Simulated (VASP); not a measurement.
CdS

Input file:

```
SYSTEM = CdS
PREC     = Accurate       ! precision mode
ENCUT    = 520            ! plane-wave cutoff, eV
EDIFF    = 1E-6           ! SCF threshold, eV
ISMEAR   = 0              ! smearing method
SIGMA    = 0.05           ! smearing width, eV
LREAL    = .FALSE.        ! projectors in reciprocal space
LASPH    = .TRUE.         ! aspherical terms in the spheres
NELM     = 100            ! most SCF steps
ALGO     = Normal         ! electronic algorithm
ISIF     = 2              ! what is computed and relaxed
LWAVE    = .FALSE.        ! write WAVECAR
LCHARG   = .TRUE.         ! write CHGCAR
METAGGA  = R2SCAN         ! meta-GGA
LMIXTAU  = .TRUE.       
LELF     = .TRUE.         ! ELF
LVHAR    = .TRUE.       
NBANDS   = 16             ! bands
ISTART   = 1
```

Command:

```sh
cat potpaw_PBE.64/Cd/POTCAR potpaw_PBE.64/S/POTCAR > POTCAR
cp INCAR.step1 INCAR
mpirun -np 1 vasp_std > vasp.out
cp INCAR.step2 INCAR
mpirun -np 1 vasp_std > vasp.out
```

Below, planes, directions and counts refer to the conventional cell (a = 4.12 Å, b = 4.12 Å, c = 5.82 Å, α = 90.00°, β = 90.00°, γ = 90.00°).

Space group Imm2; changed on purpose from its base cell (all Cd atoms moved +0.150 Å, as atom 1 along Cartesian [0 1 0]); not relaxed (largest force 0.8 eV/Å); computed pressure about 3 GPa in this cell.

Computed with VASP 6.6.1, Kohn-Sham DFT of a periodic cell, r2SCAN, VASP PAW PBE potentials, recommended.

Predict the valence pseudo-density and electron localisation function between the atoms.

Cd–S (2.44 Å): the density is about 0.48 e/Å³ at the midpoint; the ELF peaks at about 0.90 in the valence shell of S, 0.8 Å from its nucleus, and is about 0.35 at the midpoint.

Metal or insulator at this level of theory?

It is gapped, with a Kohn–Sham gap of 1.6 eV on the k-point mesh, an upper bound to the gap of this method.

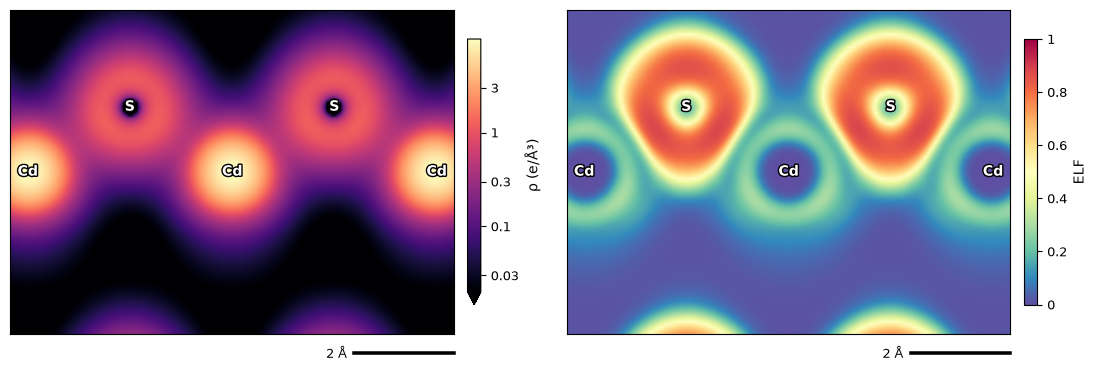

Computed valence pseudo-density and electron localisation function on the (010) plane of the conventional cell, in this order. 

The density is the valence pseudo-density of a PAW calculation; it isn't the true density close to the nuclei.
